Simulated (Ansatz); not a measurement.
# Calculations on Ti$_{24}$O$_{47}$

### Relaxation

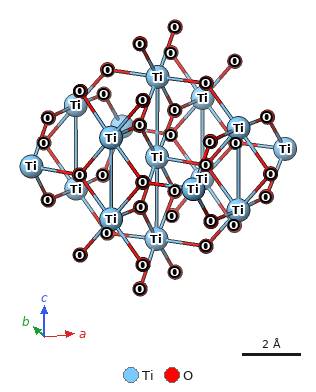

Starting structure of a defect cell of composition Ti₂₄O₄₇ (cell charge +2). Style: ball-and-stick. Shown: the atoms within 5.0 Å of the atom that moves most (axes of the cell of the calculation (origin shifted)), slightly off an axis.

The calculation used DFT, PBEsol, PAW, plane waves in Ansatz 0.2.0.

Settings: plane-wave cutoff 420 eV; k-point mesh 1 × 1 × 1; mesh shifted by (0.25, 0.25, 0.25); collinear spin; atoms relaxed in a fixed cell; force threshold 0.03 eV/Å; at most 80 steps.

```
Ti O
1.0
     9.18283    0.00000    0.00000
     0.00000    9.18283    0.00000
     0.00000    0.00000    8.81661
Ti O
24 47
Direct
  0.99940 0.00053 0.99781
  0.00075 0.00188 0.33315
  0.00191 0.00376 0.66785
  0.00015 0.50089 0.99665
  0.99866 0.49995 0.33458
  0.99841 0.49595 0.66478
  0.50006 0.00385 0.00291
  0.49849 0.00039 0.33302
  0.49945 0.00443 0.66464
  0.50196 0.50287 0.00061
  0.50023 0.49768 0.33058
  0.49896 0.49885 0.67049
  0.24773 0.25031 0.16732
  0.25383 0.24780 0.50225
  0.24935 0.25216 0.83336
  0.24384 0.75095 0.16552
  0.25269 0.75002 0.49526
  0.25106 0.74874 0.83465
  0.74687 0.24860 0.17102
  0.75027 0.25159 0.50395
  0.75169 0.25006 0.83135
  0.75109 0.75116 0.16439
  0.75215 0.74894 0.50142
  0.74722 0.74988 0.83188
  0.14975 0.14882 0.00139
  0.15354 0.15482 0.33824
  0.15694 0.15059 0.66362
  0.15476 0.65564 0.00483
  0.15574 0.65087 0.33510
  0.15163 0.65218 0.66743
  0.65402 0.14782 0.99998
  0.65530 0.14581 0.33258
  0.65222 0.14979 0.66674
  0.65104 0.65181 0.00042
  0.65056 0.65177 0.33495
  0.65292 0.65097 0.66528
  0.35096 0.34765 0.00266
  0.34760 0.34605 0.33379
  0.34894 0.34988 0.66761
  0.34517 0.84745 0.99889
  0.34635 0.84981 0.33048
  0.34886 0.84457 0.66540
  0.84867 0.34877 0.00246
  0.84697 0.34691 0.33309
  0.84610 0.34634 0.66302
  0.84925 0.84563 0.99939
  0.85015 0.85108 0.33645
  0.84617 0.84588 0.66422
  0.09721 0.40159 0.16199
  0.10007 0.39556 0.50144
  0.09789 0.39900 0.83224
  0.10107 0.90093 0.16486
  0.09916 0.90071 0.50035
  0.09699 0.90495 0.82891
  0.59575 0.39887 0.16723
  0.59817 0.40518 0.83225
  0.59687 0.90356 0.16538
  0.59535 0.90096 0.50158
  0.59781 0.90574 0.83458
  0.40275 0.09362 0.16995
  0.40161 0.09974 0.49504
  0.40508 0.09852 0.83590
  0.40210 0.59571 0.16726
  0.40107 0.59753 0.49885
  0.40409 0.59810 0.83084
  0.90156 0.10342 0.16712
  0.89977 0.09614 0.49997
  0.90126 0.09936 0.83320
  0.90566 0.59475 0.16664
  0.90017 0.59716 0.49690
  0.90219 0.59859 0.83067
```

**Where does the relaxation end?**

The energy falls by 3.171 eV per cell of the calculation in 5 geometry steps. Largest force component: 3.8 eV/Å at the start, 0.012 eV/Å at the end. The largest moves, 0.31 Å, are those of Ti11 and Ti20. Ti20 goes roughly along [1 −1 0]. Largest moves by element: Ti 0.31 Å, O 0.14 Å. The lattice vectors keep their values. Among the contacts that change: Ti11–Ti12 2.997 → 3.286 Å, Ti20–O67 1.981 → 1.772 Å, Ti9–O33 1.937 → 2.031 Å, Ti12–O64 1.980 → 1.886 Å. Among the angles between lasting bonds that change: Ti5–O44–Ti19 132.4° → 128.1°, Ti8–O61–Ti14 133.6° → 129.6°, Ti9–O61–Ti14 128.1° → 131.8°. The program noted that the starting moments weren't kept.

After the run, drawn alike:

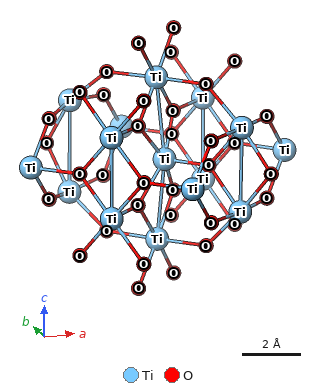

Limits of the set-up: the cell is charged, on a uniform background, and energies carry no finite-size correction.

### Relaxation

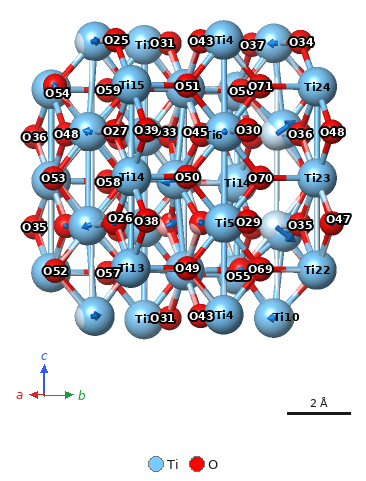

This is a relaxation of a defect cell of composition Ti24O47. The starting structure is drawn faded, the final one solid; blue arrows show the displacements, 3 times their true length.

Style: ball-and-stick. Shown: the atoms within 5.8 Å of the atom that moves most (axes of the cell of the calculation (origin shifted)), from a free direction.

All numbers below come from Ansatz 0.2.0, DFT, PBEsol, PAW, plane waves. Settings: plane-wave cutoff 420 eV; k-point mesh 1 × 1 × 1; mesh shifted by (0.25, 0.25, 0.25); collinear spin; atoms relaxed in a fixed cell; force threshold 0.03 eV/Å; at most 80 steps.

> Atoms of which element are displaced furthest, and by how much?

Titanium: up to 0.30 Å, against 0.15 Å for oxygen.

> What happened in the run?

The largest move is that of a Ti atom, 0.30 Å roughly along [1 −1 0]. Largest moves by element: Ti 0.30 Å, O 0.15 Å. The lattice vectors keep their values. Some distances before and after: Ti–Ti 2.997 → 3.311 Å, O–Ti 1.981 → 1.769 Å, O–Ti 1.922 → 1.767 Å, Ti–Ti 2.911 → 2.772 Å. Bond angles that change, for instance: O–Ti–O 179.5° → 159.1°, O–Ti–O 178.3° → 159.2°, Ti–Ti–O 138.5° → 157.3°. Over 7 geometry steps the energy falls by 1.802 eV per cell of the calculation. The largest force component goes from 1.6 to 0.027 eV/Å. The program noted that the starting moments weren't kept.

### Defect

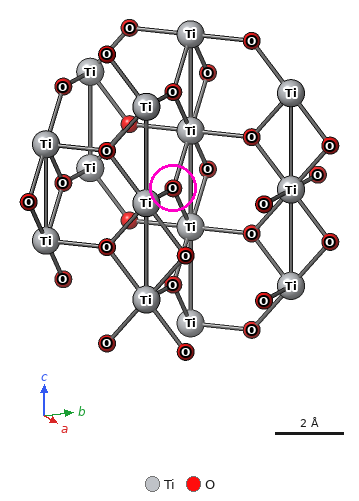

Perfect TiO$_{2}$. Style: ball-and-stick. Shown: the atoms within 5.4 Å of one point, in a slice 5.0 Å thick across the line of sight, slightly off an axis.

The calculation used DFT, PBEsol, PAW, plane waves (Ansatz). Settings: plane-wave cutoff 420 eV; k-point mesh 1 × 1 × 1; mesh shifted by (0.25, 0.25, 0.25); collinear spin. Fermi-Dirac smearing of 0.01 eV. A uniform background neutralises the charged cell. The axes drawn are those of the host's conventional cell.

An oxygen atom is taken out (a vacancy) at the ringed place, in charge state +2. The supercell has 72 sites, and the atoms are relaxed at the host's cell.

> How do the neighbours respond?

Around the empty O site the host had 3 Ti at 1.94 to 1.98 Å; after relaxation the nearest atoms are 3 Ti at 2.24 to 2.27 Å, 2 O at 2.45 to 2.69 Å. Of the host's atoms, a titanium atom moves furthest from its site, by 0.31 Å. The cell ends without a net magnetic moment.

The relaxed defect, seen from the same direction:

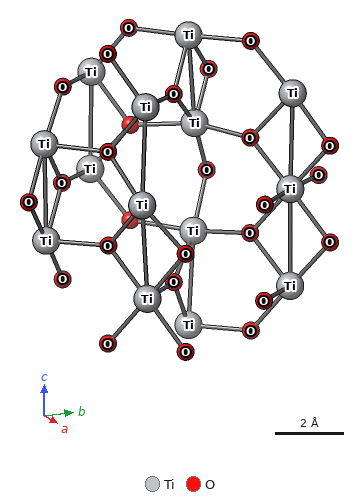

Limits of the set-up: the cell is charged, on a uniform background, and energies carry no finite-size correction.
